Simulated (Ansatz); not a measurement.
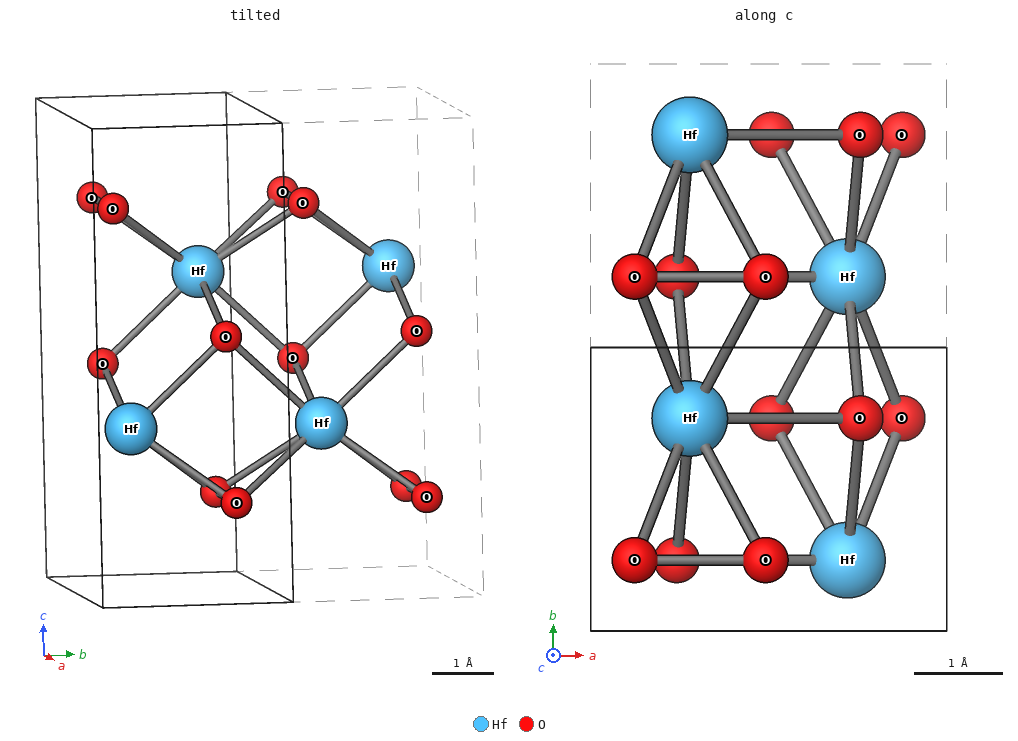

Drawn in the ball-and-stick manner and seen slightly off an axis and along the c axis. One conventional unit cell is drawn solid; the view covers 1×2×1 cells. Cell: a = 4.087 Å, b = 3.238 Å, c = 7.938 Å, α = 90.00°, β = 95.76°, γ = 90.00°.

Summary of the structure:

The formula is HfO3. The lattice is primitive monoclinic and the space group P2_1/m (No. 11). Counting shared atoms by their share gives 2 Hf, 6 O, or 8 atoms. The numbers of neighbours within bonding distance are Hf 8 and O 3 to 4 (mean 3.3). Not all metal-metal contacts are counted.

Provenance: a structure listed in the Materials Project, with elements exchanged, so it need not be a known form of the compound. Earlier steps of the study may have refined or changed the cell and positions. It went into a calculation with Ansatz.
